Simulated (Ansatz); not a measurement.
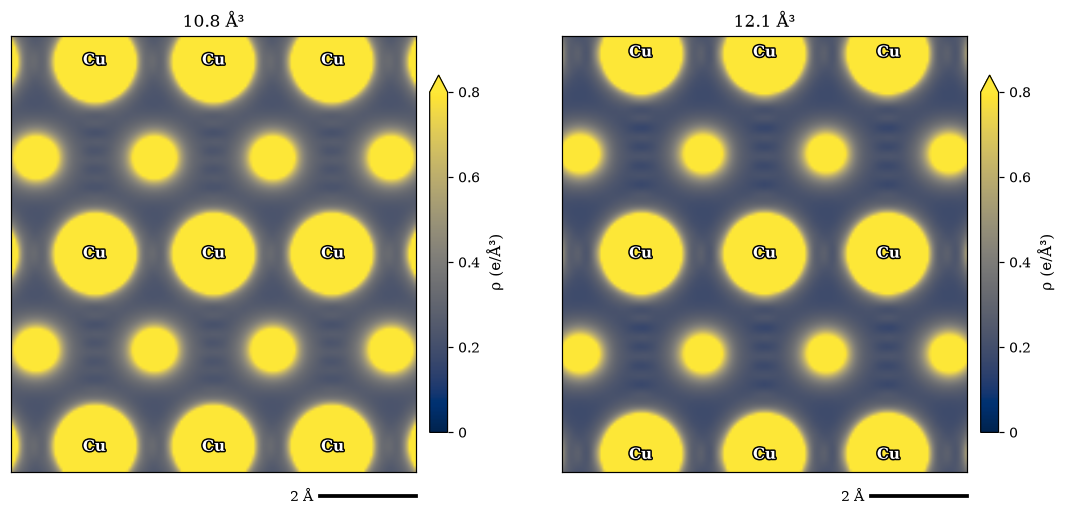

Cu. The valence charge density (pseudo) of cells scaled evenly to different volumes (given per atom above each panel), on the (010) plane of each (indices in the axes of the cell below), at one length scale and on one colour scale.

A structure from a database of computed crystals, not necessarily the ambient phase.

Level of theory: Kohn-Sham DFT of a periodic cell, PBE0, Ansatz PAW in Ansatz.

The density is the valence pseudo-density of a PAW calculation; it isn't the true density close to the nuclei.

The largest cell:

```
Cu
1.0
     2.58380    0.00000    0.00000
    -1.29190    2.23763    0.00000
     0.00000    0.00000    4.19323
Cu
2
Direct
  0.66667 0.33333 0.75000
  0.33333 0.66667 0.25000
```

| volume (Å³/atom) | Cu–Cu contact in the plane (Å) | ρ at its midpoint (e/Å³) | pressure (GPa) | 
| --- | --- | --- | --- |
| 10.75 | 2.482 | 0.322 | 18.2 | 
| 10.98 | 2.500 | ? | ? | 
| 12.12 | 2.584 | 0.275 | −0.9 | 

Question: Estimate the missing row, and compare with the calculation.

Answer: Over the known rows ln ρ falls by 1.55 per Å of Cu–Cu distance (the line through the two), which gives 0.313 e/Å³ at 2.500 Å; the calculation gives 0.312 e/Å³. For the pressure, a straight line in volume between the neighbouring rows gives 15.0 GPa; the calculation gives 14.6, lower because pressure rises ever faster on compression.
